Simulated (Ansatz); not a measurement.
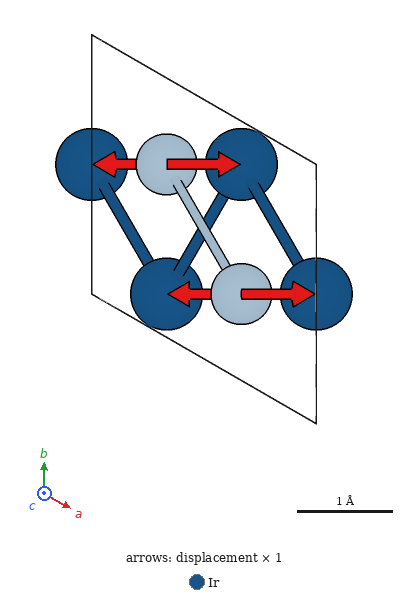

A relaxation of crystalline Ir (set up in P6_3/mmc). The starting structure is drawn faded, the final one solid; red arrows show the displacements, at their true length.

A ball-and-stick model of the cell of the calculation, seen along the c axis.

Theory: DFT r2SCAN, scalar-relativistic, plane waves, PAW (Ansatz). Set-up: plane-wave cutoff 500 eV; k-point mesh 12 × 12 × 4; occupations gaussian; smearing width 0.15 eV; no spin polarisation.

> What happened in the run?

The largest moves, 0.80 Å, are those of Ir atoms. The lattice vectors keep their values. Some distances before and after: Ir–Ir 3.850 → 2.678 Å, Ir–Ir 2.715 → 3.823 Å, Ir–Ir 2.715 → 3.670 Å, Ir–Ir 2.715 → 2.453 Å. New bonds form, among them: Ir–Ir (3.85 → 2.68 Å). Bonds break, among them: Ir–Ir (2.71 → 3.67 Å), Ir–Ir (2.71 → 3.82 Å). The space group (tolerance 0.01 Å) goes from P6_3/mmc (No. 194) to P-3m1 (No. 164).
